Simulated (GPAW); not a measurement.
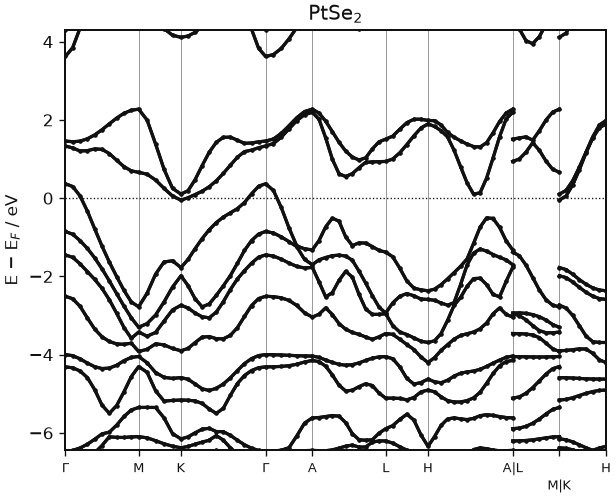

Band structure. Energies are counted from the Fermi level.

Question: Which Bravais lattice do the labels of the path belong to?

Answer: A hexagonal (primitive) lattice: the path Γ–M–K–Γ–A–L–H–A|L–M|K–H runs through the special points of its Brillouin zone.

Structure: CdI2-type PtSe2, space group P-3m1 (No. 164), 3 atoms in the cell; a = 3.724 Å, c = 5.062 Å (hexagonal axes).

Level of theory: RPBE, the program's PAW data sets (release 1.2.1) made for this functional, spin-orbit coupling, no magnetisation, 6×6×4 k mesh, 600 eV cutoff, Fermi-Dirac smearing of 0.05 eV; code GPAW.

Question: Is there a gap at the Fermi level?

Answer: A metal: bands cross the Fermi level along this path.

Question: Which levels at L lie nearest to the Fermi level?

Answer: At L the nearest levels lie 1.38 eV below and 0.94 eV above the Fermi level.

Spin-orbit coupling was added after a scalar SCF, so levels and gaps hold it while energy, forces, pressure and moments don't. This program's spin-orbit splittings come out too wide for heavy elements. The k mesh is thin for a metal, so its Fermi level is uncertain. The cell is at 10 GPa in this functional. Bands are joined in order of energy, so crossings between the computed points show as kinks or gaps.
